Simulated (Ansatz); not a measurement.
**What a change does: single-point calculation on TiAl**

System: TiAl (P4/mmm, 2 atoms in the cell).
Method of run 1: DFT PBEsol, scalar-relativistic, plane waves, PAW, no spin polarisation (Ansatz 0.2.0).

The structure derives from an entry of the Crystallography Open Database. Text and figures count atoms from 1; the logs count them from 0 in places.

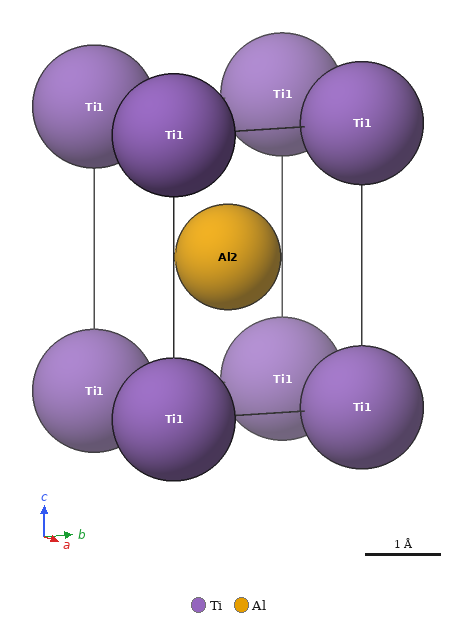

Fig. 1: The input geometry (spheres-only view of the cell of the calculation, seen slightly off an axis; atoms are numbered from 1 in the order of the input). An atom can appear more than once, as a periodic image.

Input, run 1:
```yaml
crystal:
  lattice:
    - [2.7252796334, 0.0, 0.0]
    - [0.0, 2.7252796334, 0.0]
    - [0.0, 0.0, 3.8368034512]
  atoms:
    - { symbol: Ti, position: [0.0, 0.0, 0.0] }
    - { symbol: Al, position: [0.5, 0.5, 0.5] }
basis:
  ecutwfc: 420
kpoints:
  mp_grid: { grid: [22, 22, 16] }
hamiltonian:
  xc: pbesol
scf:
  occupations: { method: gaussian, width: 0.15 }
output:
  forces: true
  stress: true
  eigenvalues: true
```

Launched with:
```bash
ansatz run input.yaml --threads 2 --pin off --max-ram 5120MiB --backend cpu --events-out ev --progress --plain --runs-dir out
```

Hardware: 2 threads of Intel Xeon @ 2.50GHz (Skylake/Cascade Lake), 192 GiB of memory available, shared host.

Output, shortened to warnings, some set-up lines, iterations and results (run 1):
```
Basis set: ecut = 420 eV, 569 PW (Γ), exchange–correlation on 40×40×54 points (8 copies of the dense FFT grid, shifted against one another)
Symmetry: 16 space group operations
k-points: 702 of 7744
Initial density: superposition of atomic densities (neutral atoms: chi_scale 0, normalization atom), corrected by the library's trained network
[...]
SCF iter   1: F=—  HF=-2999.144534 eV  |F-HF|=—  |Δ(HF+E_count)|=         —  Δρ=4.44e-3  dr2=7.57e-3  ethr=1.77e-3  ⟨swp⟩=4.9  Hψ=41935  notcnv=0
SCF iter   2: F=—  HF=-2999.142994 eV  |F-HF|=—  |Δ(HF+E_count)|=   1.54e-3  Δρ=2.62e-3  dr2=4.34e-3  ethr=5.05e-5  ⟨swp⟩=1.0  Hψ=14040  notcnv=0
SCF iter   3: F=—  HF=-2999.141954 eV  |F-HF|=—  |Δ(HF+E_count)|=   1.04e-3  Δρ=5.42e-4  dr2=8.08e-5  ethr=2.89e-5  ⟨swp⟩=2.1  Hψ=10316  notcnv=0
SCF iter   4: F=—  HF=-2999.141933 eV  |F-HF|=—  |Δ(HF+E_count)|=   2.08e-5  Δρ=1.22e-4  dr2=4.38e-6  ethr=5.39e-7  ⟨swp⟩=2.1  Hψ=10779  notcnv=0
SCF iter   5: F=-2999.141933 eV  HF=-2999.141933 eV  |F-HF|=4.25e-10  |Δ(HF+E_count)|=   3.17e-7  Δρ=2.18e-5  dr2=6.03e-8  ethr=2.92e-8  ⟨swp⟩=2.0  Hψ=9758  notcnv=0
SCF iter   6: F=-2999.141933 eV  HF=-2999.141933 eV  |F-HF|=1.56e-10  |Δ(HF+E_count)|=   1.99e-8  Δρ=2.12e-6  dr2=4.86e-10  ethr=4.02e-10  ⟨swp⟩=2.4  Hψ=28161  notcnv=0
SCF 1 converged in 6 iterations: F = -2999.141933 eV  dr2 = 4.86e-10
SCF converged after 6 iterations
Free energy (F): -2999.141933 eV
Harris-Foulkes:  -2999.141933 eV  (|F-HF|=1.56e-10)
Internal energy: -2999.122892 eV  (E = F + TS)
E sigma→0 (E₀):  -2999.132412 eV
Entropy (-TS):   -0.019041 eV (-9.521 meV/atom)
Fermi energy:    12.667457 eV
--- Per-component energies (eV) ---
  E_band       = -137.249454
  E_kinetic    = 302.048283
  E_local      = -1006.982238  (includes V_loc(G=0)·N_el)
  E_nonlocal   = 21.298114
  E_hartree    = 438.206330
  E_xc         = -138.712232
  E_vxc        = -154.057410  (∫ρ·V_xc dr)
  E_paw        = -1478.657790  (= ΣΔE_a)
  E_vpaw       = -175.968832  (= ΣTr[D̂ρ^β])
  E_aug_tail   = 0.000110  (compensation charges beyond the density's cutoff)
  E_ewald      = -1136.481993
  E_core_change = 0.158523  (= ΣΔE_core)
  E_smearing   = -0.019041  (= −TS)
  E_closure    = -0.000000  (closes the sum)
  Σ components = -2999.141933   (vs F -2999.141933, Δ=0.00e0)
--- Forces (eV/Å), atoms counted from 1 ---
  atom   1  Ti    -0.00000000    -0.00000000     0.00000000
  atom   2  Al     0.00000000     0.00000000     0.00000000
  max |Σ_I F_I| component: 1.97e-31 eV/Å
--- Stress (GPa, compression-positive) ---
       14.304921       0.000000       0.000000
        0.000000      14.304921       0.000000
        0.000000       0.000000      15.943173
  P = ⅓ Tr σ = 14.8510 GPa (148.510 kbar)
```

The input of run 2 differs as follows (lines with − go, lines with + come):
```diff
-    - [0.0, 0.0, 3.8368034512]
+    - [0.0, 0.0, 4.038740475]
```

What does this change do to the results?

With the same functional and potentials, run 2 lies 49.3 meV per atom lower. The pressure goes from 14.85 to 6.73 GPa. The volume per atom goes from 14.25 to 15.00 Å³. The number of SCF iterations is the same. The plane waves at Γ go from 569 to 601.

Output, shortened to warnings, some set-up lines, iterations and results (run 2):
```
Basis set: ecut = 420 eV, 601 PW (Γ), exchange–correlation on 40×40×54 points (8 copies of the dense FFT grid, shifted against one another)
Symmetry: 16 space group operations
k-points: 702 of 7744
Initial density: superposition of atomic densities (neutral atoms: chi_scale 0, normalization atom), corrected by the library's trained network
[...]
SCF iter   1: F=—  HF=-2999.242941 eV  |F-HF|=—  |Δ(HF+E_count)|=         —  Δρ=5.22e-3  dr2=7.63e-3  ethr=1.77e-3  ⟨swp⟩=4.9  Hψ=41901  notcnv=0
SCF iter   2: F=—  HF=-2999.241229 eV  |F-HF|=—  |Δ(HF+E_count)|=   1.71e-3  Δρ=2.76e-3  dr2=3.71e-3  ethr=5.09e-5  ⟨swp⟩=1.0  Hψ=14040  notcnv=0
SCF iter   3: F=—  HF=-2999.240401 eV  |F-HF|=—  |Δ(HF+E_count)|=   8.28e-4  Δρ=4.55e-4  dr2=7.02e-5  ethr=2.47e-5  ⟨swp⟩=2.4  Hψ=10626  notcnv=0
SCF iter   4: F=—  HF=-2999.240434 eV  |F-HF|=—  |Δ(HF+E_count)|=   3.28e-5  Δρ=1.19e-4  dr2=4.74e-6  ethr=4.68e-7  ⟨swp⟩=2.0  Hψ=10871  notcnv=0
SCF iter   5: F=—  HF=-2999.240433 eV  |F-HF|=—  |Δ(HF+E_count)|=   3.82e-7  Δρ=2.41e-5  dr2=1.44e-7  ethr=3.16e-8  ⟨swp⟩=1.3  Hψ=8748  notcnv=0
SCF iter   6: F=-2999.240433 eV  HF=-2999.240433 eV  |F-HF|=1.32e-10  |Δ(HF+E_count)|=   1.28e-8  Δρ=2.57e-6  dr2=1.05e-9  ethr=6.67e-10  ⟨swp⟩=4.2  Hψ=24885  notcnv=0
SCF 1 converged in 6 iterations: F = -2999.240433 eV  dr2 = 1.05e-9
SCF converged after 6 iterations
Free energy (F): -2999.240433 eV
Harris-Foulkes:  -2999.240433 eV  (|F-HF|=1.32e-10)
Internal energy: -2999.220162 eV  (E = F + TS)
E sigma→0 (E₀):  -2999.230297 eV
Entropy (-TS):   -0.020271 eV (-10.136 meV/atom)
Fermi energy:    11.941555 eV
--- Per-component energies (eV) ---
  E_band       = -148.344794
  E_kinetic    = 299.695760
  E_local      = -1048.220788  (includes V_loc(G=0)·N_el)
  E_nonlocal   = 20.915629
  E_hartree    = 453.837095
  E_xc         = -137.841917
  E_vxc        = -152.928474  (∫ρ·V_xc dr)
  E_paw        = -1478.289507  (= ΣΔE_a)
  E_vpaw       = -175.480420  (= ΣTr[D̂ρ^β])
  E_aug_tail   = 0.000109  (compensation charges beyond the density's cutoff)
  E_ewald      = -1109.475067
  E_core_change = 0.158523  (= ΣΔE_core)
  E_smearing   = -0.020271  (= −TS)
  E_closure    = 0.000000  (closes the sum)
  Σ components = -2999.240433   (vs F -2999.240433, Δ=0.00e0)
--- Forces (eV/Å), atoms counted from 1 ---
  atom   1  Ti    -0.00000000     0.00000000     0.00000000
  atom   2  Al     0.00000000    -0.00000000     0.00000000
  max |Σ_I F_I| component: 2.59e-31 eV/Å
--- Stress (GPa, compression-positive) ---
        7.525826       0.000000       0.000000
        0.000000       7.525826       0.000000
        0.000000       0.000000       5.132884
  P = ⅓ Tr σ = 6.7282 GPa (67.282 kbar)
```

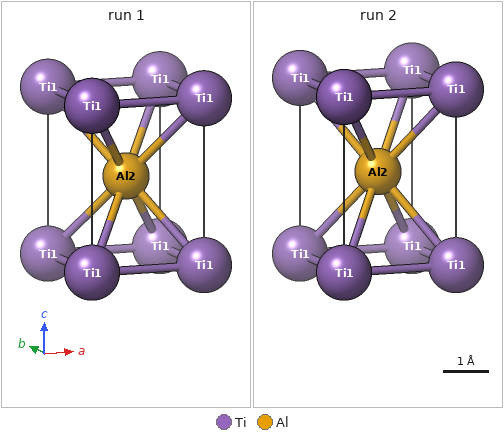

Fig. 2: The two input geometries at one scale (ball-and-stick view of the cell of the calculation, seen slightly off an axis). No atom moves by more than 0.005 Å relative to the cell. The drawn cell changes as follows: a = b stay at 2.725 Å, c 3.837 → 4.039 Å (+5.3 %); the volume changes by +5.3 %. Among the contacts that change: Ti1–Al2 2.719 → 2.791 Å.

The two runs side by side:

| quantity | run 1 | run 2 |
| --- | --- | --- |
| outcome | converged | converged |
| free energy per atom (eV) | −1499.5710 | −1499.6202 |
| energy per atom, smearing taken to zero (eV) | −1499.5662 | −1499.6151 |
| gap on the mesh (eV) | 0.00 | 0.00 |
| pressure (GPa) | 14.85 | 6.73 |
| volume per atom (Å³) | 14.25 | 15.00 |
| largest force (eV/Å) | 0.000 | 0.000 |
| SCF iterations | 6 | 6 |
| irreducible k-points | 702 | 702 |
| plane waves at Γ | 569 | 601 |
| wall time (shared host) | 10 s | 11 s |

For run 1: The cell is under a pressure of 14.9 GPa at this level, so it is not at its equilibrium volume. For run 2: The cell is under a pressure of 6.7 GPa at this level, so it is not at its equilibrium volume.
